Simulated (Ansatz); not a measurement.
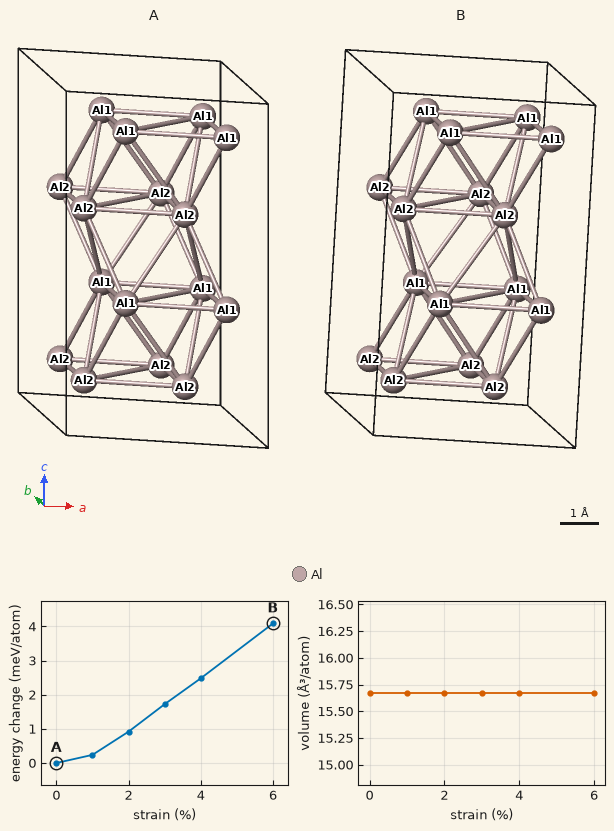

Members of a series of calculations on solid Al (set up in P6_3/mmc), marked on the first curve. Style: ball-and-stick. Shown: the cell of the calculation, repeated to show the pattern, slightly off an axis.

Computed with DFT PBEsol+D3(BJ), scalar-relativistic, plane waves, PAW in Ansatz. Set-up: plane-wave cutoff 420 eV; k-point mesh 24 × 24 × 12; occupations gaussian; smearing width 0.1 eV; no spin polarisation.

**Describe the series.**

Shear of c along a, cell held, atoms relaxed. A (strain 0.0 %): energy change 0.0 meV/atom, volume 15.67 Å³ per atom. B (strain 6.0 %): energy change 4.1 meV/atom, volume 15.67 Å³ per atom. The rest compares A with B. The drawn cell changes at constant volume: a = b unchanged at 5.581 Å, c 9.296 → 9.313 Å (+0.2 %), α 90.0° → 91.7°, β 90.0° → 86.6°. Among the bonded contacts that change: Al–Al 2.828 → 2.768 to 2.905 Å.
